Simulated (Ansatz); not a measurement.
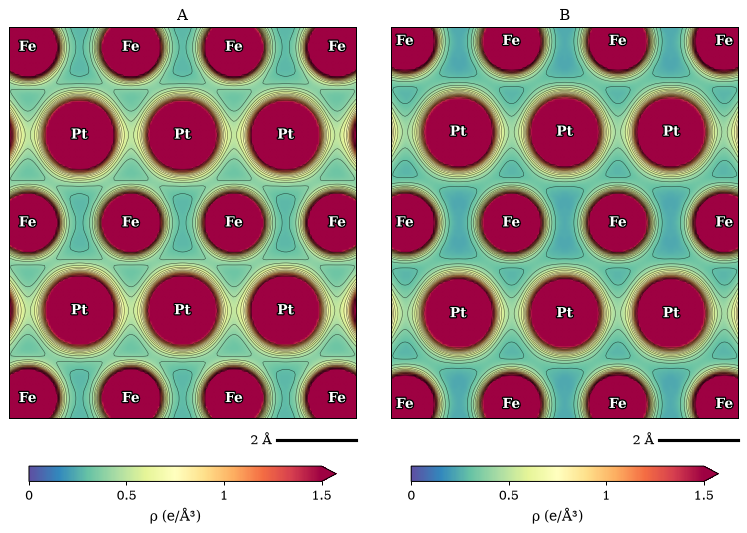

FePt. The valence charge density (pseudo) of two cells that differ in size, on the (011) plane of each (indices in the axes of the calculation cell), at one length scale and on one colour scale: B has 13.6 Å³ an atom and A 12.3.

Theory: Ansatz 0.2.0, DFT PBE, scalar-relativistic, plane waves, PAW.

In a PAW calculation such maps are meaningful between the atoms, not at the nuclei.

The larger cell:

```
Fe Pt
1.0
     2.70123    0.00000    0.00000
     0.00000    2.70123    0.00000
     0.00000    0.00000    3.72846
Fe Pt
1 1
Direct
  0.00000 0.00000 0.00000
  0.50000 0.50000 0.50000
```

The smaller cell: a = 2.616 Å, b = 2.616 Å, c = 3.606 Å, α = 90.00°, β = 90.00°, γ = 90.00°.

> What changes from the larger cell to the smaller?

From the larger cell to the smaller, Pt–Pt goes from 2.70 to 2.62 Å, and the density at its midpoint from 0.44 to 0.51 e/Å³; Fe–Fe goes from 2.70 to 2.62 Å, and the density at its midpoint from 0.25 to 0.28 e/Å³; Fe–Pt goes from 2.67 to 2.58 Å, and the density at its midpoint from 0.36 to 0.42 e/Å³; the pressure goes from 7 to 35 GPa; the largest moment (Fe) goes from 2.9 to 2.7 μB.
